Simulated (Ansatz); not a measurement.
Read the following structure.

```cif
data_structure
_symmetry_space_group_name_H-M 'P 1'
_symmetry_Int_Tables_number 1
_cell_length_a 5.1158
_cell_length_b 5.1158
_cell_length_c 5.1158
_cell_angle_alpha 90.000
_cell_angle_beta 90.000
_cell_angle_gamma 90.000
_cell_volume 133.89
loop_
_atom_site_label
_atom_site_type_symbol
_atom_site_fract_x
_atom_site_fract_y
_atom_site_fract_z
_atom_site_occupancy
Zr1 Zr 0.00000 0.00000 0.00000 1
O1 O 0.25000 0.75000 0.75000 1
O2 O 0.25000 0.25000 0.75000 1
Zr2 Zr 0.00000 0.50000 0.50000 1
O3 O 0.25000 0.25000 0.25000 1
O4 O 0.25000 0.75000 0.25000 1
Zr3 Zr 0.50000 0.00000 0.50000 1
O5 O 0.75000 0.75000 0.25000 1
O6 O 0.75000 0.25000 0.25000 1
Zr4 Zr 0.50000 0.50000 0.00000 1
O7 O 0.75000 0.25000 0.75000 1
O8 O 0.75000 0.75000 0.75000 1
```

Q: Characterise the structure given above.

A: Formula: ZrO₂. The symmetry is that of Fm-3m (No. 225), on a face-centred cubic lattice. It belongs to the family called fluorite (CaF₂ type). Content of the cell: 4 Zr, 8 O (Z = 4). Each Zr has eight O in a cubic arrangement at 2.22 Å. The neighbours of O are four Zr in a tetrahedral arrangement at 2.22 Å. Not all metal-metal contacts are counted. The bonds build a three-dimensional framework.

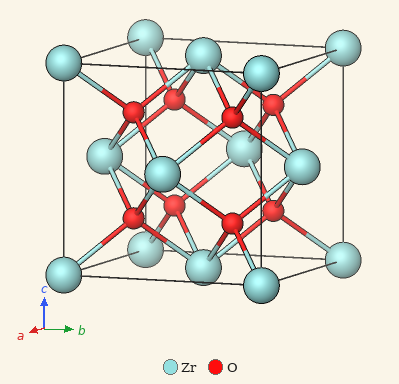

The figure gives a ball-and-stick picture of the atoms, viewed slightly off an axis. Atoms at the boundary of the conventional unit cell (the box) are drawn once for each face, edge or corner they touch. Colours: zirconium light teal, oxygen red.

The cell started as a structure listed in the Materials Project. Earlier steps of the study may have refined or changed the cell and positions. It went into a calculation with Ansatz.
